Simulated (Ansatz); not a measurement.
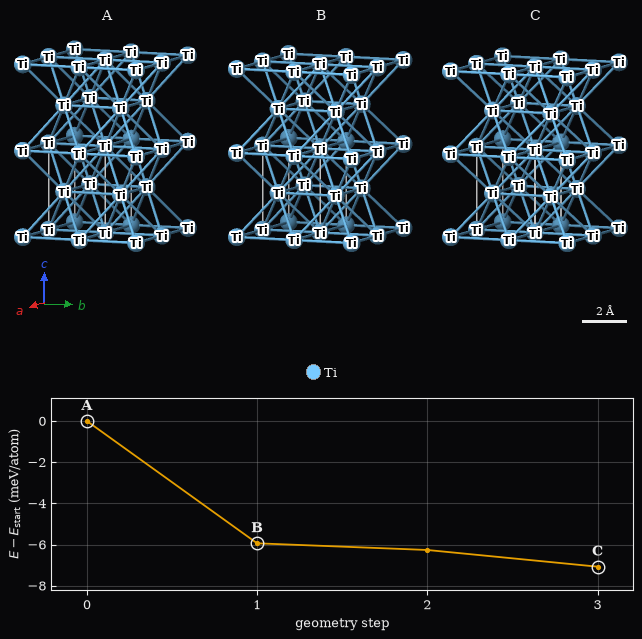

Frames of a relaxation of crystalline Ti (set up in Immm), marked on the history of the run. Style: ball-and-stick. Shown: the cell of the calculation, repeated 2 × 2 × 2 with one cell outlined, slightly off an axis.

Case: uniaxial strain along a of +6.0 %; b, c and atoms relaxed.

Computed with DFT r2SCAN, scalar-relativistic, plane waves, PAW in Ansatz 0.2.0.

Input file:
```yaml
crystal:
  lattice:
    - [2.1784607114, 2.1784607114, 0.0]
    - [-2.0243243403, 2.0243243403, 0.0]
    - [0.0, 0.0, 4.0486486807]
  atoms:
    - { symbol: Ti, position: [0.0, 0.0, 0.0] }
    - { symbol: Ti, position: [0.5, 0.5, 0.5] }
basis:
  ecutwfc: 500
kpoints:
  mp_grid: { grid: [18, 18, 12] }
hamiltonian:
  xc: r2scan
scf:
  occupations: { method: gaussian, width: 0.1 }
output:
  forces: true
  stress: true
  eigenvalues: true
relax:
  adjacent_minimum: "off"
  f_tol: 0.008
  max_steps: 40
  cell: { stress_tol: 0.015, fix: [a, angles] }
```

Launched with:
```bash
ansatz run input.yaml --threads 1 --pin off --max-ram 2560MiB --backend cpu --events-out ev --progress --plain --runs-dir out
```

Q: What happens along the run?

A: The run was cut off at its time limit before the relaxation converged, so the last structure is only a point on the way. Over 3 geometry steps the energy falls by 7.1 meV per atom. All forces vanish by symmetry, so only the cell relaxes. The pressure goes from −3.01 to −1.70 GPa. No atom moves by more than 0.005 Å relative to the cell. The drawn cell changes as follows: a unchanged at 3.081 Å, b 2.863 → 2.942 Å (+2.8 %), c 4.049 → 3.887 Å (−4.0 %); the volume changes by −1.3 %. Among the contacts that change: Ti1–Ti1 2.863 → 2.942 Å, Ti1–Ti2 2.919 → 2.883 Å. The space group stays Immm (No. 71). The run took 6 min on 1 thread of Intel(R) Xeon(R) Processor @ 2.50GHz (Skylake/Cascade Lake), on a shared host, peak memory 0.81 GiB. From step 0 to 1: volume −1.4 %, energy −5.9 meV per atom. From step 1 to 3: energy −1.1 meV per atom.
